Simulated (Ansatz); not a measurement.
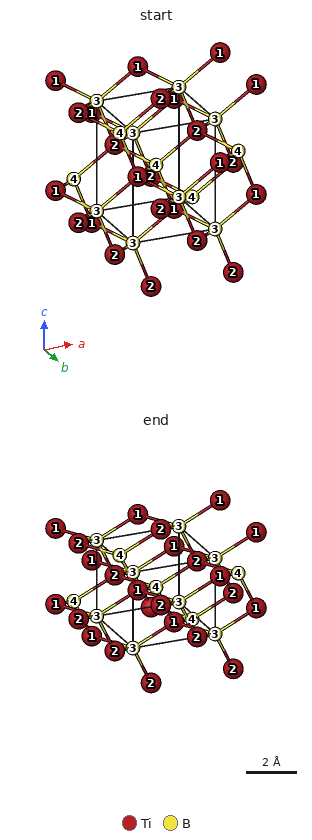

The structure of crystalline TiB (set up in I-4m2) before (top) and after (bottom) a relaxation, at one scale.

A ball-and-stick model of the cell of the calculation, seen from a free direction.

Case: biaxial strain in the a-b plane of +4.0 %; c and atoms relaxed.

The calculation used DFT PBEsol, scalar-relativistic, plane waves, PAW (Ansatz 0.2.0). (plane-wave cutoff 420 eV; k-point mesh 12 × 12 × 10; occupations gaussian; smearing width 0.1 eV; no spin polarisation; cell relaxed at fixed a, b, gamma; force threshold 0.008 eV/Å; at most 40 steps)

Q: Describe what moved and what it gained.

A: The run was cut off at its time limit before the relaxation converged, so the last structure is only a point on the way. The atoms keep their places relative to the cell (all moves are under 0.005 Å). Cell: a = b unchanged at 3.608 Å, c 4.789 → 3.299 Å (−31.1 %). Volume −31.1 %. Near-neighbour distances that change, for instance: Ti1–Ti2 3.499 → 3.038 Å, Ti1–B3 2.165 → 1.984 Å. Among the angles between lasting bonds that change: B3–Ti1–B3 112.9° → 130.9°, Ti1–B3–Ti1 112.9° → 130.9°, Ti1–B3–Ti2 107.8° → 100.0°. The space group stays I-4m2 (No. 119). Over 8 geometry steps the energy falls by 0.478 eV per cell of the calculation. All forces vanish by symmetry, so only the cell relaxes. The pressure goes from −5.49 to 41.20 GPa. The run took about 4 core-minutes on a shared host.
